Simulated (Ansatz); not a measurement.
Start from this file.

```
CELL_PARAMETERS angstrom
3.20239 0.00000 0.00000
-1.60120 2.77335 0.00000
0.00000 0.00000 5.23197
ATOMIC_POSITIONS crystal
Co 0.33333 0.66667 0.00330
Co 0.66667 0.33333 0.50330
O 0.33333 0.66667 0.37170
O 0.66667 0.33333 0.87170
```

**Say what kind of structure these coordinates give.**

The structure is one of CoO. It is primitive hexagonal, space group P6_3mc (No. 186). Among the common structure types it is wurtzite. Cell content 2 Co, 2 O; Z = 2. Each Co is bonded to four O in a tetrahedral arrangement at 1.93 to 1.97 Å. Each O has four Co in a tetrahedral arrangement at 1.93 to 1.97 Å. The bonds build a three-dimensional framework.

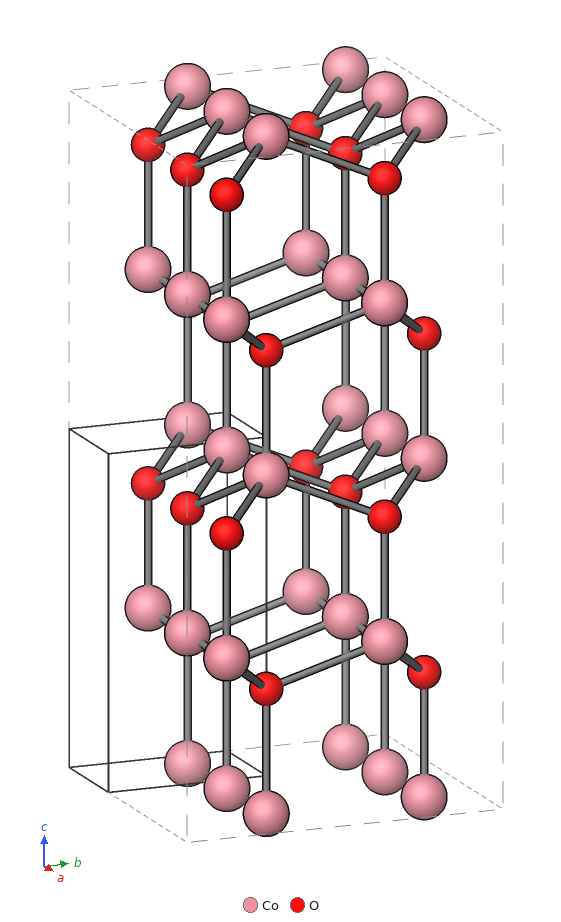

The figure gives a ball-and-stick picture of the atoms, viewed slightly off an axis. The drawing covers 3×2×2 cells, and the solid lines enclose one conventional unit cell.

The cell started as a structure listed in the Materials Project. Earlier steps of the study may have refined or changed the cell and positions. It was the input of a calculation with Ansatz.
